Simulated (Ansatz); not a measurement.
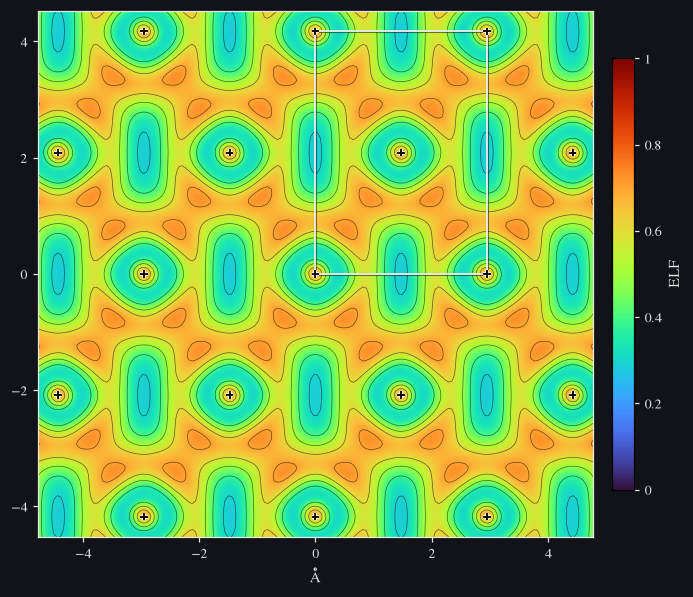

The electron localisation function on a plane through atoms (crosses mark nuclei in the plane).

Theory: DFT, PBE, plane waves (420 eV) with PAW, scalar-relativistic (Ansatz 0.2.0).

Candidates:
A. Ru, a = 2.97 Å, b = 2.97 Å, c = 2.97 Å, α = 90.00°, β = 90.00°, γ = 90.00°. Space group Im-3m; set up as Ru, bcc; a generated structure, not necessarily the stable one; changed on purpose from its base cell (volume × 0.92); computed pressure about 28 GPa in this cell; computed without spin polarisation.
B. Al, a = 2.72 Å, b = 2.72 Å, c = 2.72 Å, α = 90.00°, β = 90.00°, γ = 90.00°. Space group Pm-3m; set up as Al, simple cubic; a generated structure, not necessarily the stable one; changed on purpose from its base cell (volume × 1.0); computed without spin polarisation.
C. Si, a = 2.95 Å, b = 2.95 Å, c = 2.95 Å, α = 90.00°, β = 90.00°, γ = 90.00°. Space group Im-3m; set up as Si, bcc; a generated structure, not necessarily the stable one; changed on purpose from its base cell (volume × 0.88); computed pressure about 16 GPa in this cell.

**Which system is this?**

Candidate C: Si on the (011̄) plane of the conventional cell, which holds Si. Si–Si (2.56 Å): the ELF peaks at about 0.75 between the atoms.
